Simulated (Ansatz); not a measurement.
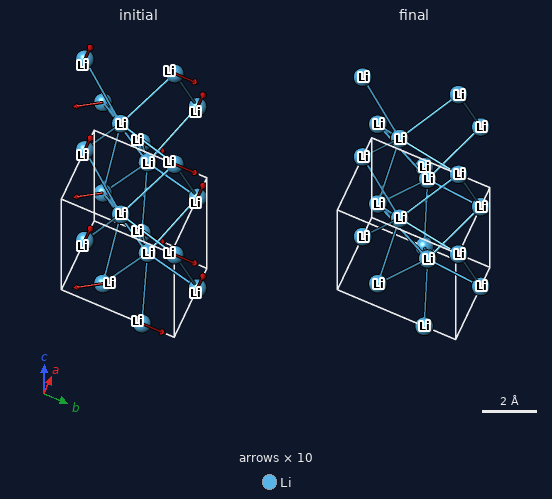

The structure of a crystal of Li (built on the random type) before (left) and after (right) a relaxation, at one scale. The red arrows give the displacements (the part carried along by the change of the cell is left out), 10 times their true length.

Style: ball-and-stick. Shown: the cell of the calculation, repeated 1 × 1 × 2 with one cell outlined, from a free direction.

Case: random cell with space group P321 (No. 150).

Theory: DFT PBE, scalar-relativistic, plane waves, PAW (Ansatz).

Input file:
```yaml
crystal:
  lattice:
    - [5.6965438091, 0.0, 0.0]
    - [-2.8482719046, 4.9333516525, 0.0]
    - [0.0, 0.0, 3.8122537637]
  atoms:
    - { symbol: Li, position: [0.3333333333, 0.6666666667, 0.5] }
    - { symbol: Li, position: [0.6666666667, 0.3333333333, 0.5] }
    - { symbol: Li, position: [0.0, 0.7143055231, 0.0] }
    - { symbol: Li, position: [0.2856944769, 0.2856944769, 0.0] }
    - { symbol: Li, position: [0.7143055231, 0.0, 0.0] }
basis:
  ecutwfc: 420
kpoints:
  mp_grid: { grid: [9, 9, 10] }
hamiltonian:
  xc: pbe
scf:
  occupations: { method: gaussian, width: 0.1 }
output:
  forces: true
  stress: true
  eigenvalues: true
relax:
  adjacent_minimum: "off"
  f_tol: 0.01
  max_steps: 80
  cell: { stress_tol: 0.05 }
```

**Summarise the run.**

The largest moves relative to the cell, 0.12 Å, are those of Li3, Li4 and Li5. Li3 goes along +b. The drawn cell changes as follows: a = b 5.697 → 5.971 Å (+4.8 %), c 3.812 → 3.355 Å (−12.0 %); the volume changes by −3.3 %. Some distances before and after: Li3–Li4 2.819 → 2.741 Å, Li1–Li3 2.798 → 2.784 Å. Bond angles that change, for instance: Li3–Li1–Li3 85.9° → 74.1°, Li3–Li1–Li4 78.7° → 87.5°, Li1–Li3–Li2 128.3° → 119.5°. The space group stays P-62m (No. 189). Over 6 accepted moves (8 points after the start) the energy falls by 5.1 meV per atom. The largest force component goes from 0.002 to 0.00013 eV/Å. The pressure goes from −0.14 to 0.00 GPa. The line search rejected the trial step at point 5 of the run. The SCF was repeated once at an unchanged geometry on a basis and grid sized afresh for the cell, which shifted the energy by less than 0.05 meV per atom at most.
